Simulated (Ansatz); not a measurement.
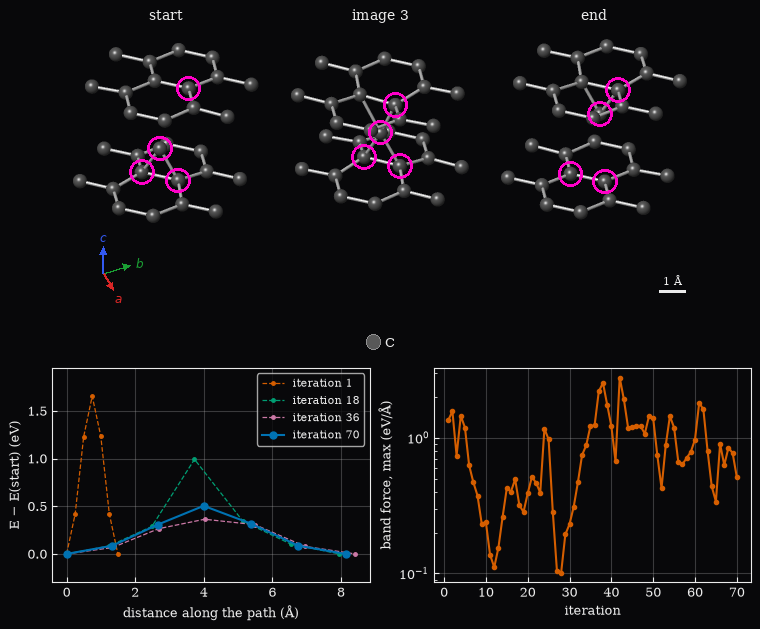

NEB run on a defect cell of composition C (33 atoms in the cell). Images are numbered from 0 (start) to 6 (end). The plot follows the band through its iterations. The picture is a ball-and-stick view of the atoms within 3.8 Å of the middle of the path, seen from a free direction. The atoms that move most are ringed. Bonds to atoms that aren't drawn are left out.

The calculation used DFT PBE+D3(BJ), scalar-relativistic, plane waves, PAW (Ansatz 0.2.0). Run with plane-wave cutoff 420 eV; k-point mesh 4 × 4 × 4; Gaussian smearing 0.1 eV; 5 movable images; climbing image.

Question: How did the profile develop, and is the result final?

Answer: The result isn't final. The band hadn't converged when the run stopped after 70 iterations. The largest component of the band force went from 1.3 to 0.51 eV/Å. The barrier read from it is provisional, though the highest image hardly moved in the last two iterations. The first iteration put the highest image at 1.66 eV. The two ends have the same energy, and the highest point, image 3, lies 0.50 eV above the start.

Limits of the set-up: the periodic images lie only 6.5 Å apart, so the values are limited by the cell's size.

Cost: 50 min on 4 threads of AMD EPYC 9R45 96-Core Processor (Zen 5), with other jobs on the host, peak memory 3.9 GiB.
